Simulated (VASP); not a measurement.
**Geometry relaxation of HgTe**

The run: geometry relaxation of HgTe (F-43m, 2 atoms in the cell). Method and program: Kohn-Sham DFT of a periodic cell, PBE, VASP PAW PBE potentials, minimal, no spin polarisation (VASP 6.6.1).

The structure derives from an entry of the Crystallography Open Database.

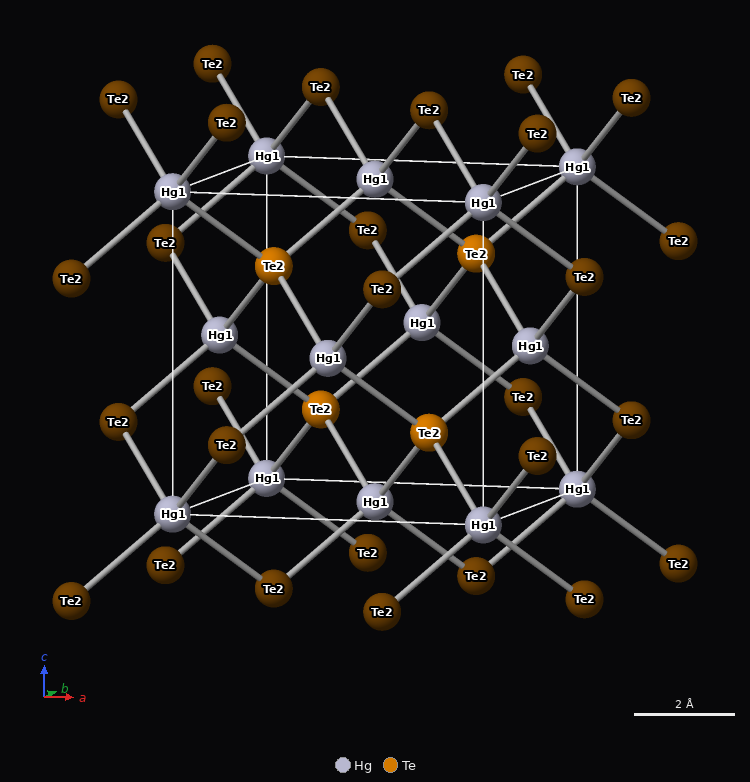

Fig. 1: The starting structure (ball-and-stick view of the cell 4 times as large as that of the calculation, set on its symmetry axes, seen slightly off an axis; neighbours outside the cell are drawn fainter; atoms are numbered from 1 in the order of the input). Near neighbours in the crystal (not all of them lie inside the picture): Hg has 4 Te at 2.82 Å; Te has 4 Hg at 2.82 Å.

**INCAR**
```
ALGO = Normal
EDIFF = 1E-7
EDIFFG = -0.01
ENCUT = 300
GGA = PE
IBRION = 2
ISIF = 2
ISMEAR = 0
LASPH = True
LCHARG = False
LREAL = False
LWAVE = False
NELM = 80
NSW = 40
PREC = Accurate
SIGMA = 0.03
```

**KPOINTS**
```
k-points
0
Gamma
  5 5 5
```

**POSCAR**
```
HgTe                                    
1.0
    0.0000000000      3.2549310343      3.2549310343
    3.2549310343     -0.0000000000      3.2549310343
    3.2549310343      3.2549310343     -0.0000000000
  Hg              Te            
     1     1
Direct
     1.0000000000000000    1.0000000000000000    1.0000000000000000
     0.2500000000000000    0.2500000000000000    0.2500000000000000
```

Machine: 1 thread of Intel Xeon @ 2.90GHz (Ice Lake), 360 GiB of memory available, shared host.

Launched with:
```bash
cat potpaw_PBE.64/Hg/POTCAR potpaw_PBE.64/Te/POTCAR > POTCAR
mpirun -np 1 vasp_std > vasp.out
```

**OSZICAR**
```
N       E                     dE             d eps       ncg     rms          rms(c)
DAV:   1     0.773510396226E+02    0.77351E+02   -0.59768E+03   260   0.759E+02
DAV:   2    -0.938861360040E+00   -0.78290E+02   -0.75543E+02   300   0.215E+02
DAV:   3    -0.376505725911E+01   -0.28262E+01   -0.28198E+01   320   0.446E+01
DAV:   4    -0.379608061469E+01   -0.31023E-01   -0.30907E-01   365   0.386E+00
DAV:   5    -0.379614484259E+01   -0.64228E-04   -0.64227E-04   305   0.163E-01    0.746E+00
DAV:   6    -0.359126304379E+01    0.20488E+00   -0.48990E-01   290   0.101E+01    0.599E+00
DAV:   7    -0.358291005074E+01    0.83530E-02   -0.11158E-01   295   0.255E+00    0.222E+00
DAV:   8    -0.358199575547E+01    0.91430E-03   -0.11644E-02   270   0.143E+00    0.596E-01
DAV:   9    -0.358200413857E+01   -0.83831E-05   -0.85504E-04   290   0.368E-01    0.138E-01
DAV:  10    -0.358203390607E+01   -0.29767E-04   -0.10087E-04   291   0.969E-02    0.517E-02
DAV:  11    -0.358205100218E+01   -0.17096E-04   -0.44585E-05   295   0.577E-02    0.388E-02
DAV:  12    -0.358204897043E+01    0.20318E-05   -0.56139E-06   300   0.228E-02    0.210E-02
DAV:  13    -0.358204884715E+01    0.12328E-06   -0.54872E-07   275   0.440E-03    0.964E-03
DAV:  14    -0.358204867934E+01    0.16780E-06   -0.53570E-07   295   0.833E-03    0.332E-03
DAV:  15    -0.358204870076E+01   -0.21417E-07   -0.52254E-08   150   0.188E-03
   1 F= -.35820487E+01 E0= -.35818636E+01  d E =-.358205E+01
```

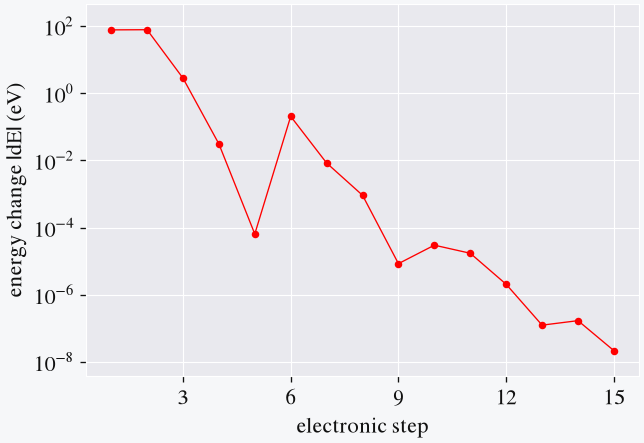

Fig. 2: Convergence of the self-consistent field: energy change |dE| against the electronic step. It takes 15 electronic steps. The density is held fixed in the first few steps, and dE rises again when its update begins.

**Parts of OUTCAR**
```
EDIFF = 1E-7
   EDIFFG = -0.01
   ENCUT = 300
   GGA = PE
   IBRION = 2
   ISIF = 2
   ISMEAR = 0
   LASPH = True
   LREAL = False
   NELM = 80
   NSW = 40
   PREC = Accurate

 ion  position               nearest neighbor table
   1  0.000  0.000  0.000-   2 2.82   2 2.82   2 2.82   2 2.82
   2  0.250  0.250  0.250-   1 2.82   1 2.82   1 2.82   1 2.82

  LATTYP: Found a face centered cubic cell.
 ALAT       =     6.5098620686

  Lattice vectors:

 A1 = (   0.0000000000,   3.2549310343,   3.2549310343)
 A2 = (   3.2549310343,   0.0000000000,   3.2549310343)
 A3 = (   3.2549310343,   3.2549310343,   0.0000000000)

Analysis of symmetry for initial positions (statically):
=====================================================================
 Subroutine PRICEL returns:
 Original cell was already a primitive cell.

 Routine SETGRP: Setting up the symmetry group for a
 face centered cubic supercell.

 Subroutine GETGRP returns: Found 24 space group operations
 (whereof 24 operations were pure point group operations)
 out of a pool of 48 trial point group operations.

The static configuration has the point symmetry T_d .

Analysis of symmetry for dynamics (positions and initial velocities):
=====================================================================
 Subroutine PRICEL returns:
 Original cell was already a primitive cell.

 Routine SETGRP: Setting up the symmetry group for a
 face centered cubic supercell.

 Subroutine GETGRP returns: Found 24 space group operations
 (whereof 24 operations were pure point group operations)
 out of a pool of 48 trial point group operations.

The dynamic configuration has the point symmetry T_d .

 Subroutine INISYM returns: Found 24 space group operations
 (whereof 24 operations are pure point group operations),
 and found     1 'primitive' translations

----------------------------------------------------------------------------------------

                                     Primitive cell

  volume of cell :      68.9692

  direct lattice vectors                    reciprocal lattice vectors
     0.000000000  3.254931034  3.254931034    -0.153613086  0.153613086  0.153613086
     3.254931034  0.000000000  3.254931034     0.153613086 -0.153613086  0.153613086
     3.254931034  3.254931034  0.000000000     0.153613086  0.153613086 -0.153613086

  length of vectors
     4.603167613  4.603167613  4.603167613     0.266065669  0.266065669  0.266065669

  position of ions in fractional coordinates (direct lattice)
     0.000000000  0.000000000  0.000000000
     0.250000000  0.250000000  0.250000000

  ion indices of the primitive-cell ions
   primitive index   ion index
                 1           1
                 2           2

----------------------------------------------------------------------------------------

 KPOINTS: k-points

Automatic generation of k-mesh.
 Grid dimensions read from file:
 generate k-points for:    5    5    5

 Generating k-lattice:

  Cartesian coordinates                     Fractional coordinates (reciprocal lattice)
    -0.030722617  0.030722617  0.030722617     0.200000000  0.000000000  0.000000000
     0.030722617 -0.030722617  0.030722617     0.000000000  0.200000000  0.000000000
     0.030722617  0.030722617 -0.030722617     0.000000000  0.000000000  0.200000000

  Length of vectors
     0.053213134  0.053213134  0.053213134

  Shift w.r.t. Gamma in fractional coordinates (k-lattice)
     0.000000000  0.000000000  0.000000000

 Subroutine IBZKPT returns following result:
 ===========================================

 Found     10 irreducible k-points:

 Following reciprocal coordinates:
            Coordinates               Weight
  0.000000  0.000000  0.000000      1.000000
  0.200000  0.000000  0.000000      8.000000
  0.400000  0.000000  0.000000      8.000000
  0.200000  0.200000  0.000000      6.000000
  0.400000  0.200000  0.000000     24.000000
 -0.400000  0.200000  0.000000     24.000000
 -0.200000  0.200000  0.000000     12.000000
  0.400000  0.400000  0.000000      6.000000
 -0.400000  0.400000  0.000000     12.000000
 -0.400000  0.400000  0.200000     24.000000
   k-points           NKPTS =     10   k-points in BZ     NKDIM =     10   number of bands    NBANDS=     13
   number of dos      NEDOS =    301   number of ions     NIONS =      2
   total plane-waves  NPLWV =  21952
   dimension x,y,z NGX =    28 NGY =   28 NGZ =   28
   dimension x,y,z NGXF=    56 NGYF=   56 NGZF=   56
   ions per type =               1   1
   NGX,Y,Z   is equivalent  to a cutoff of  10.11, 10.11, 10.11 a.u.
   NGXF,Y,Z  is equivalent  to a cutoff of  20.22, 20.22, 20.22 a.u.
 SYSTEM =  unknown system
   PREC   = accura    normal or accurate (medium, high low for compatibility)
   ISTART =      0    job   : 0-new  1-cont  2-samecut
   ICHARG =      2    charge: 1-file 2-atom 10-const
   ISPIN  =      1    spin polarized calculation?
   LNONCOLLINEAR =      F non collinear calculations
   LSORBIT =      F    spin-orbit coupling
   LASPH  =      T    aspherical Exc in radial PAW
   ENCUT  =  300.0 eV  22.05 Ry    4.70 a.u.   6.50  6.50  6.50*2*pi/ulx,y,z
   NELM   =     80;   NELMIN=  2; NELMDL= -5     # of ELM steps
   EDIFF  = 0.1E-06   stopping-criterion for ELM
   LREAL  =      F    real-space projection
   EDIFFG = -.1E-01   stopping-criterion for IOM
   NSW    =     40    number of steps for IOM
   IBRION =      2    ionic relax: 0-MD 1-quasi-New 2-CG
   NFREE  =      1    steps in history (QN), initial steepest desc. (CG)
   ISIF   =      2    stress and relaxation
   ISYM   =      2    0-nonsym 1-usesym 2-fastsym
   POTIM  = 0.5000    time-step for ionic-motion
   TEBEG  =    0.0;   TEEND  =   0.0 temperature during run
   PSTRESS=    0.0 pullay stress
   NELECT =      18.0000    total number of electrons
   NUPDOWN=      -1.0000    fix difference up-down
   EMIN   =  10.00;   EMAX   =-10.00  energy-range for DOS
   EFERMI =   0.00;   METHOD = LEGACY
   ISMEAR =     0;   SIGMA  =   0.03  broadening in eV -4-tet -1-fermi 0-gaus
   EFERMI_NEDOS =   21; number of points for ismear=-14 and -15
   IALGO  =     38    algorithm
   IMIX   =      4    mixing-type and parameters
     AMIX     =   0.40;   BMIX     =  1.00
     AMIX_MAG =   1.60;   BMIX_MAG =  1.00
  volume/ion in A,a.u.               =      34.48       232.71
  Fermi-wavevector in a.u.,A,eV,Ry     =   1.046198  1.977028 14.891988  1.094530
  Thomas-Fermi vector in A             =   2.181026
   LORBIT       =      0    0 simple, 1 ext, 2 COOP (PROOUT), +10 PAW based schemes
   GGA     = PE    functional components
   LHFCALC =     F    Hartree Fock is set to
   AEXX    =    0.0000 exact exchange contribution
   IVDW    =     0    specifies the selected vdW correction
   LEPSILON=     F    determine dielectric tensor
   LRPA    =     F    only Hartree local field effects (RPA)
 conjugate gradient relaxation of ions
 non-spin polarized calculation
 Gauss-broadening in eV      SIGMA  =   0.03
  energy-cutoff  :      300.00
  volume of cell :       68.97
 maximum number of plane-waves:       869
 NGX is ok and might be reduce to    28
   NGX = 13   NGY = 13   NGZ = 13

 number of electron      18.0000006 magnetization

 Free energy of the ion-electron system (eV)
  ---------------------------------------------------
  ext. energy  EPLUGINS =         0.00000000
  ---------------------------------------------------
  free energy    TOTEN  =        -3.58204870 eV

  energy without entropy =       -3.58167847  energy(sigma->0) =       -3.58186359

 E-fermi :   2.8972     XC(G=0):  -8.6410     alpha+bet : -7.4637

 val. band max:        2.8880354226   @ k =   0.0000   0.0000   0.0000
 cond. band min:       3.6227699001   @ k =   0.4000   0.0000   0.0000
 fundamental gap:      0.7347344775
 Fermi energy:         2.8971724931

 k-point     1 :       0.0000    0.0000    0.0000
  band No.  band energies     occupation
      1      -8.9485      2.00000
      2      -4.3479      2.00000
      3      -4.3479      2.00000
      4      -4.3479      2.00000
      5      -3.8440      2.00000
      6      -3.8440      2.00000
      7       2.1004      2.00000
      8       2.8880      1.33334
      9       2.8880      1.33333
     10       2.8880      1.33333
     11       7.1456      0.00000
     12       7.1456      0.00000
     13       7.1456      0.00000

 k-point     2 :       0.2000    0.0000    0.0000
  band No.  band energies     occupation
      1      -8.7709      2.00000
      2      -4.3001      2.00000
      3      -4.3001      2.00000
      4      -4.2587      2.00000
      5      -3.8453      2.00000
      6      -3.8453      2.00000
      7       0.1454      2.00000
      8       2.5145      2.00000
      9       2.5145      2.00000
     10       3.7234      0.00000
     11       7.3774      0.00000
     12       7.6192      0.00000
     13       7.6192      0.00000

 k-point     3 :       0.4000    0.0000    0.0000
  band No.  band energies     occupation
      1      -8.4581      2.00000
      2      -4.2379      2.00000
      3      -4.2379      2.00000
      4      -3.8291      2.00000
      5      -3.8291      2.00000
      6      -3.7964      2.00000
      7      -1.9830      2.00000
      8       2.0175      2.00000
      9       2.0175      2.00000
     10       3.6228      0.00000
     11       7.9300      0.00000
     12       7.9300      0.00000
     13       9.3939      0.00000

 k-point     4 :       0.2000    0.2000    0.0000
  band No.  band energies     occupation
      1      -8.7107      2.00000
      2      -4.3049      2.00000
      3      -4.2490      2.00000
      4      -4.2490      2.00000
      5      -3.8699      2.00000
      6      -3.8230      2.00000
      7       0.0851      2.00000
      8       1.9570      2.00000
      9       1.9570      2.00000
     10       4.6209      0.00000
     11       6.0587      0.00000
     12       8.4786      0.00000
     13       8.4786      0.00000

 k-point     5 :       0.4000    0.2000    0.0000
  band No.  band energies     occupation
      1      -8.4373      2.00000
      2      -4.2251      2.00000
      3      -4.1697      2.00000
      4      -4.0339      2.00000
      5      -3.8097      2.00000
      6      -3.7878      2.00000
      7      -1.4805      2.00000
      8       1.1201      2.00000
      9       1.4706      2.00000
     10       4.9068      0.00000
     11       6.6943      0.00000
     12       8.5691      0.00000
     13       9.0661      0.00000

 k-point     6 :      -0.4000    0.2000    0.0000
  band No.  band energies     occupation
      1      -8.3265      2.00000
      2      -4.1983      2.00000
      3      -4.1692      2.00000
      4      -3.8676      2.00000
      5      -3.8349      2.00000
      6      -3.5178      2.00000
      7      -2.3086      2.00000
      8       0.5582      2.00000
      9       1.6255      2.00000
     10       4.8791      0.00000
     11       7.4494      0.00000
     12       8.6913      0.00000
     13       9.4690      0.00000

 k-point     7 :      -0.2000    0.2000    0.0000
  band No.  band energies     occupation
      1      -8.5433      2.00000
      2      -4.2441      2.00000
      3      -4.2259      2.00000
      4      -4.0811      2.00000
      5      -3.8641      2.00000
      6      -3.8083      2.00000
      7      -0.9943      2.00000
      8       1.0275      2.00000
      9       2.2595      2.00000
     10       4.6738      0.00000
     11       7.5503      0.00000
     12       7.9981      0.00000
     13       8.0900      0.00000

 k-point     8 :       0.4000    0.4000    0.0000
  band No.  band energies     occupation
      1      -8.2873      2.00000
      2      -4.1772      2.00000
      3      -4.0595      2.00000
      4      -4.0595      2.00000
      5      -3.7890      2.00000
      6      -3.6443      2.00000
      7      -1.9479      2.00000
      8       0.8650      2.00000
      9       0.8650      2.00000
     10       4.8018      0.00000
     11       5.5697      0.00000
     12      10.4818      0.00000
     13      10.9071      0.00000

 k-point     9 :      -0.4000    0.4000    0.0000
  band No.  band energies     occupation
      1      -8.2177      2.00000
      2      -4.1581      2.00000
      3      -4.0582      2.00000
      4      -3.9779      2.00000
      5      -3.8071      2.00000
      6      -3.3305      2.00000
      7      -2.4779      2.00000
      8       0.1951      2.00000
      9       0.9450      2.00000
     10       5.0782      0.00000
     11       6.4689      0.00000
     12      10.0246      0.00000
     13      10.4284      0.00000

 k-point    10 :      -0.4000    0.4000    0.2000
  band No.  band energies     occupation
      1      -8.2606      2.00000
      2      -4.1457      2.00000
      3      -4.1249      2.00000
      4      -3.9327      2.00000
      5      -3.8334      2.00000
      6      -3.4641      2.00000
      7      -2.2385      2.00000
      8       0.2723      2.00000
      9       0.9239      2.00000
     10       5.6618      0.00000
     11       7.1393      0.00000
     12       8.0624      0.00000
     13      10.2342      0.00000

------------------------ aborting loop because EDIFF is reached ----------------------------------------

  FORCE on cell =-STRESS in cart. coord.  units (eV):
  Direction    XX          YY          ZZ          XY          YZ          ZX
  --------------------------------------------------------------------------------------
  -------------------------------------------------------------------------------------
  Total        1.1070896      1.1070896      1.1070896     -0.0000000      0.0000000      0.0000000
  in kB       25.7180476     25.7180476     25.7180476     -0.0000000      0.0000000      0.0000000
  external PRESSURE =      25.7180476 kB  Pullay stress =       0.0000000 kB

 VOLUME and BASIS-vectors are now :
 -----------------------------------------------------------------------------
  energy-cutoff  :      300.00
  volume of cell :       68.97
      direct lattice vectors                 reciprocal lattice vectors
     0.000000000  3.254931034  3.254931034    -0.153613086  0.153613086  0.153613086
     3.254931034  0.000000000  3.254931034     0.153613086 -0.153613086  0.153613086
     3.254931034  3.254931034  0.000000000     0.153613086  0.153613086 -0.153613086

 POSITION                                       TOTAL-FORCE (eV/Angst)
 -----------------------------------------------------------------------------------
      0.00000      0.00000      0.00000        -0.000000     -0.000000     -0.000000
      1.62747      1.62747      1.62747         0.000000      0.000000      0.000000
 -----------------------------------------------------------------------------------
    total drift:                               -0.000000     -0.000000     -0.000000

  FREE ENERGIE OF THE ION-ELECTRON SYSTEM (eV)
  ---------------------------------------------------
  free  energy   TOTEN  =        -3.5820487008 eV

  energy  without entropy=       -3.5816784712  energy(sigma->0) =       -3.58186359

 reached required accuracy - stopping structural energy minimisation
```

**CONTCAR**
```
HgTe
   1.00000000000000
     0.0000000000000000    3.2549310343000002    3.2549310343000002
     3.2549310343000002    0.0000000000000000    3.2549310343000002
     3.2549310343000002    3.2549310343000002    0.0000000000000000
  Hg              Te
     1     1
Direct
     0.0000000000000000    0.0000000000000000    0.0000000000000000
     0.2500000000000000    0.2500000000000000    0.2500000000000000

  0.00000000E+00  0.00000000E+00  0.00000000E+00
  0.00000000E+00  0.00000000E+00  0.00000000E+00
```

**Summary**

| quantity | value |
| --- | --- |
| outcome | converged |
| space group (tolerance 0.01 Å) | F-43m (216) |
| electrons treated | 18 |
| free energy | −3.5820 eV |
| Fermi energy | 2.897 eV |
| gap on the k-point mesh | none (metallic) |
| pressure | 2.57 GPa |
| final volume | 68.97 Å³ |
| largest force (length of the vector) | under 0.001 eV/Å |
| wall time | 13 s |
| peak memory | 0.15 GiB |

**Remarks**

Spin–orbit coupling is left out, which matters for Hg.
